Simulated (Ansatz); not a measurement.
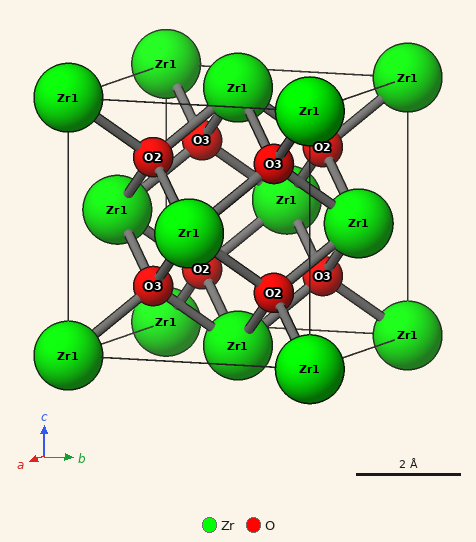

Figure 1. The input geometry of run 1 (ball-and-stick view of the cell 4 times as large as that of the calculation, set on its symmetry axes, seen slightly off an axis; atoms are numbered from 1 in the order of the input).

**What a change does: single-point calculation on ZrO₂**

System: ZrO₂ (Fm-3m, 3 atoms in the cell).
Method of run 1: DFT, PBE, plane waves, PAW, no spin polarisation (Ansatz 0.2.0).

The structure was built on a prototype by a generator. The geometry comes from this level: PBE. Text and figures count atoms from 1; the logs count them from 0 in places.

### The input, run 1
```yaml
crystal:
  lattice:
    - [0.0, 2.5056791456, 2.5056791456]
    - [2.5056791456, 0.0, 2.5056791456]
    - [2.5056791456, 2.5056791456, 0.0]
  atoms:
    - { symbol: Zr, position: [0.0, 0.0, 0.0] }
    - { symbol: O, position: [0.25, 0.25, 0.25] }
    - { symbol: O, position: [0.75, 0.75, 0.75] }
kpoints:
  mp_grid: { grid: [8, 8, 8] }
hamiltonian:
  xc: pbe
scf:
  occupations: { method: fixed }
  n_extra_bands: 4
output:
  forces: true
  stress: true
  eigenvalues: true
```

Launched with:
```bash
ansatz run input.yaml --threads 2 --pin off --max-ram 3686MiB --backend cpu --events-out ev --progress --plain --runs-dir out
```

Hardware: 2 threads of Arm Neoverse V1, 24 GiB of memory available, shared host.

### Output, shortened to warnings, some set-up lines, iterations and results (run 1)
```
Basis set: ecut = 420 eV, 609 PW (Γ), exchange–correlation on 48×48×48 points (8 copies of the dense FFT grid, shifted against one another)
Symmetry: 48 space group operations
k-points: 29 of 512
Initial density: superposition of atomic densities (neutral atoms: chi_scale 0, normalization atom), corrected by the library's trained network
[...]
SCF iter   1: F=—  HF=-5323.721574 eV  |F-HF|=—  |Δ(HF+E_count)|=         —  Δρ=2.24e-3  dr2=9.10e-4  ethr=1.77e-3  ⟨swp⟩=4.0  Hψ=2041  notcnv=0  defer=58
SCF iter   2: F=—  HF=-5323.721162 eV  |F-HF|=—  |Δ(HF+E_count)|=   4.12e-4  Δρ=1.38e-3  dr2=3.94e-4  ethr=3.79e-6  ⟨swp⟩=2.0  Hψ=1102  notcnv=0  defer=58
SCF iter   3: F=—  HF=-5323.721120 eV  |F-HF|=—  |Δ(HF+E_count)|=   4.21e-5  Δρ=6.31e-4  dr2=2.07e-5  ethr=1.64e-6  ⟨swp⟩=2.0  Hψ=699  notcnv=0  defer=58
SCF iter   4: F=—  HF=-5323.721111 eV  |F-HF|=—  |Δ(HF+E_count)|=   9.11e-6  Δρ=1.57e-4  dr2=1.46e-6  ethr=8.61e-8  ⟨swp⟩=2.0  Hψ=798  notcnv=0  defer=25
SCF iter   5: F=-5323.721117 eV  HF=-5323.721117 eV  |F-HF|=4.45e-8  |Δ(HF+E_count)|=   6.00e-6  Δρ=1.61e-5  dr2=2.09e-8  ethr=6.06e-9  ⟨swp⟩=2.0  Hψ=812  notcnv=0  defer=42
SCF iter   6: F=-5323.721117 eV  HF=-5323.721117 eV  |F-HF|=2.09e-11  |Δ(HF+E_count)|=   5.31e-8  Δρ=2.27e-6  dr2=6.87e-10  ethr=8.69e-11  ⟨swp⟩=4.6  Hψ=2264  notcnv=0
SCF 1 converged in 6 iterations: F = -5323.721117 eV  dr2 = 6.87e-10
SCF converged after 6 iterations
Free energy (F): -5323.721117 eV
Harris-Foulkes:  -5323.721117 eV  (|F-HF|=2.09e-11)
Internal energy: -5323.721117 eV  (E = F + TS)
E sigma→0 (E₀):  -5323.721117 eV
Fermi energy:    12.928543 eV
--- Per-component energies (eV) ---
  E_band       = -42.470181
  E_kinetic    = 692.512487
  E_local      = -1104.059383  (includes V_loc(G=0)·N_el)
  E_nonlocal   = 171.323999
  E_hartree    = 366.416993
  E_xc         = -313.279021
  E_vxc        = -384.636837  (∫ρ·V_xc dr)
  E_paw        = -3269.291341  (= ΣΔE_a)
  E_vpaw       = -150.448640  (= ΣTr[D̂ρ^β])
  E_aug_tail   = 0.004981  (compensation charges beyond the density's cutoff)
  E_ewald      = -1867.349831
  E_smearing   = -0.000000  (= −TS)
  E_closure    = 0.000000  (closes the sum)
  Σ components = -5323.721117   (vs F -5323.721117, Δ=0.00e0)
--- Forces (eV/Å), atoms counted from 1 ---
  atom   1  Zr    -0.00000000     0.00000000     0.00000000
  atom   2  O     -0.00000000    -0.00000000     0.00000000
  atom   3  O     -0.00000000    -0.00000000    -0.00000000
  max |Σ_I F_I| component: 1.16e-17 eV/Å
--- Stress (GPa, compression-positive) ---
       16.673677       0.000000      -0.000000
        0.000000      16.673677      -0.000000
       -0.000000       0.000000      16.673677
  P = ⅓ Tr σ = 16.6737 GPa (166.737 kbar)
```

For run 2 the input was changed thus:
```diff
-    - [0.0, 2.5056791456, 2.5056791456]
-    - [2.5056791456, 0.0, 2.5056791456]
-    - [2.5056791456, 2.5056791456, 0.0]
+    - [0.0, 2.5578957514, 2.5578957514]
+    - [2.5578957514, 0.0, 2.5578957514]
+    - [2.5578957514, 2.5578957514, 0.0]
```

How does run 2 compare with run 1?

With the same functional and potentials, run 2 lies 33.1 meV per atom lower. The gap on the mesh goes from 3.49 to 3.32 eV. The pressure goes from 16.67 to 0.01 GPa. The volume per atom goes from 10.49 to 11.16 Å³. The cell is scaled evenly with the atoms at fixed fractional positions, so −ΔP/Δ ln V estimates the bulk modulus midway between the two volumes: about 270 GPa. The number of SCF iterations is the same. The plane waves at Γ go from 609 to 645.

### Output, shortened to warnings, some set-up lines, iterations and results (run 2)
```
Basis set: ecut = 420 eV, 645 PW (Γ), exchange–correlation on 50×50×50 points (8 copies of the dense FFT grid, shifted against one another)
Symmetry: 48 space group operations
k-points: 29 of 512
Initial density: superposition of atomic densities (neutral atoms: chi_scale 0, normalization atom), corrected by the library's trained network
[...]
SCF iter   1: F=—  HF=-5323.820961 eV  |F-HF|=—  |Δ(HF+E_count)|=         —  Δρ=2.16e-3  dr2=1.08e-3  ethr=1.77e-3  ⟨swp⟩=4.0  Hψ=2034  notcnv=0  defer=58
SCF iter   2: F=—  HF=-5323.820326 eV  |F-HF|=—  |Δ(HF+E_count)|=   6.35e-4  Δρ=1.47e-3  dr2=5.78e-4  ethr=4.48e-6  ⟨swp⟩=2.0  Hψ=1098  notcnv=0  defer=58
SCF iter   3: F=—  HF=-5323.820211 eV  |F-HF|=—  |Δ(HF+E_count)|=   1.16e-4  Δρ=5.63e-4  dr2=1.92e-5  ethr=2.41e-6  ⟨swp⟩=2.0  Hψ=696  notcnv=0  defer=58
SCF iter   4: F=—  HF=-5323.820361 eV  |F-HF|=—  |Δ(HF+E_count)|=   1.51e-4  Δρ=1.52e-4  dr2=1.46e-6  ethr=7.99e-8  ⟨swp⟩=2.0  Hψ=715  notcnv=0  defer=20
SCF iter   5: F=-5323.820368 eV  HF=-5323.820368 eV  |F-HF|=4.72e-8  |Δ(HF+E_count)|=   6.39e-6  Δρ=1.36e-5  dr2=1.61e-8  ethr=6.08e-9  ⟨swp⟩=2.0  Hψ=812  notcnv=0  defer=27
SCF iter   6: F=-5323.820368 eV  HF=-5323.820368 eV  |F-HF|=1.38e-9  |Δ(HF+E_count)|=   5.71e-8  Δρ=2.87e-6  dr2=2.04e-9  ethr=6.69e-11  ⟨swp⟩=4.5  Hψ=2192  notcnv=0
SCF 1 converged in 6 iterations: F = -5323.820368 eV  dr2 = 2.04e-9
SCF converged after 6 iterations
Free energy (F): -5323.820368 eV
Harris-Foulkes:  -5323.820368 eV  (|F-HF|=1.38e-9)
Internal energy: -5323.820368 eV  (E = F + TS)
E sigma→0 (E₀):  -5323.820368 eV
Fermi energy:    11.907123 eV
--- Per-component energies (eV) ---
  E_band       = -66.644254
  E_kinetic    = 686.592993
  E_local      = -1151.656959  (includes V_loc(G=0)·N_el)
  E_nonlocal   = 171.103356
  E_hartree    = 379.847472
  E_xc         = -311.769558
  E_vxc        = -382.580342  (∫ρ·V_xc dr)
  E_paw        = -3268.712702  (= ΣΔE_a)
  E_vpaw       = -149.802517  (= ΣTr[D̂ρ^β])
  E_aug_tail   = 0.004986  (compensation charges beyond the density's cutoff)
  E_ewald      = -1829.229955
  E_smearing   = -0.000000  (= −TS)
  E_closure    = 0.000000  (closes the sum)
  Σ components = -5323.820368   (vs F -5323.820368, Δ=0.00e0)
--- Forces (eV/Å), atoms counted from 1 ---
  atom   1  Zr    -0.00000000    -0.00000000     0.00000000
  atom   2  O     -0.00000000     0.00000000     0.00000000
  atom   3  O     -0.00000000     0.00000000     0.00000000
  max |Σ_I F_I| component: 9.25e-18 eV/Å
--- Stress (GPa, compression-positive) ---
        0.008529      -0.000000      -0.000000
        0.000000       0.008529       0.000000
       -0.000000      -0.000000       0.008529
  P = ⅓ Tr σ = 0.0085 GPa (0.085 kbar)
```

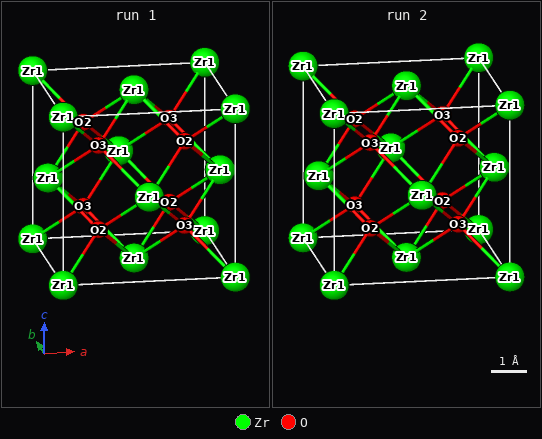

Figure 2. The two input geometries at one scale (ball-and-stick view of the cell 4 times as large as that of the calculation, set on its symmetry axes, seen slightly off an axis). The atoms keep their places relative to the cell (all moves are under 0.005 Å). Cell: a = b = c 5.011 → 5.116 Å (+2.1 %). Volume +6.4 %. Among the contacts that change: Zr1–O2 2.170 → 2.215 Å.

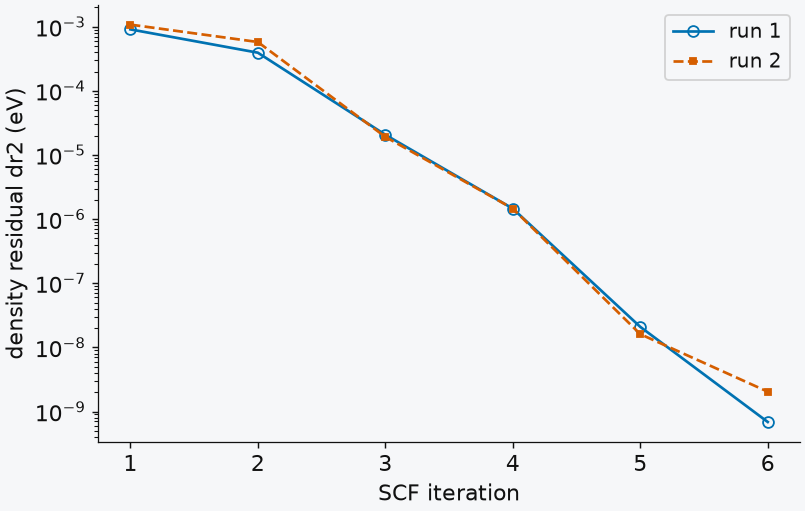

Figure 3. Convergence of the two runs: density residual dr2 against the SCF iteration. Run 1 takes 6 iterations in all, and run 2 takes 6.

### The two runs side by side

| quantity | run 1 | run 2 |
| --- | --- | --- |
| outcome | converged | converged |
| free energy per atom (eV) | −1774.5737 | −1774.6068 |
| gap on the mesh (eV) | 3.49 | 3.32 |
| pressure (GPa) | 16.67 | 0.01 |
| volume per atom (Å³) | 10.49 | 11.16 |
| largest force (eV/Å) | 0.000 | 0.000 |
| SCF iterations | 6 | 6 |
| irreducible k-points | 29 | 29 |
| plane waves at Γ | 609 | 645 |
| wall time (shared host) | 0.62 s | 0.65 s |

For run 1: The cell is under a pressure of 16.7 GPa at this level, so it is not at its equilibrium volume.
